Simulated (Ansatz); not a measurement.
A periodic structure is given below.

```xyz
2
Lattice="3.0042 0.0000 0.0000 0.0000 3.0042 0.0000 0.0000 0.0000 3.0042" Properties=species:S:1:pos:R:3 pbc="T T T"
Al    0.0000    0.0000    0.0000
Ru    1.5021    1.5021    1.5021
```

Q: Say what kind of structure these coordinates give.

A: Formula: AlRu. The lattice is primitive cubic and the space group Pm-3m (No. 221). The arrangement is known as caesium chloride (CsCl, B2) type. Cell content 1 Al, 1 Ru; Z = 1. Each Al has eight Ru in a cubic arrangement at 2.60 Å. The coordination shell of Ru holds eight Al in a cubic arrangement at 2.60 Å. Not all metal-metal contacts are counted. The bonds build a three-dimensional framework.

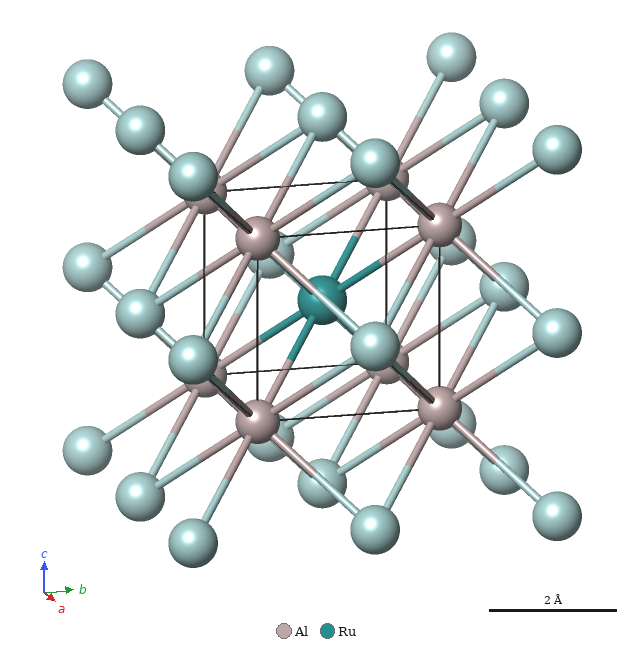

Ball-and-stick model, viewed slightly off an axis. The wireframe shows the conventional unit cell. Bonded neighbours in the next cells are drawn too, in fainter colours.

The cell started as a structure listed in the Materials Project, with elements exchanged, so it need not be a known form of the compound. It is drawn as it came out of a relaxation with DFT PBE, scalar-relativistic, plane waves, PAW (Ansatz 0.2.0).
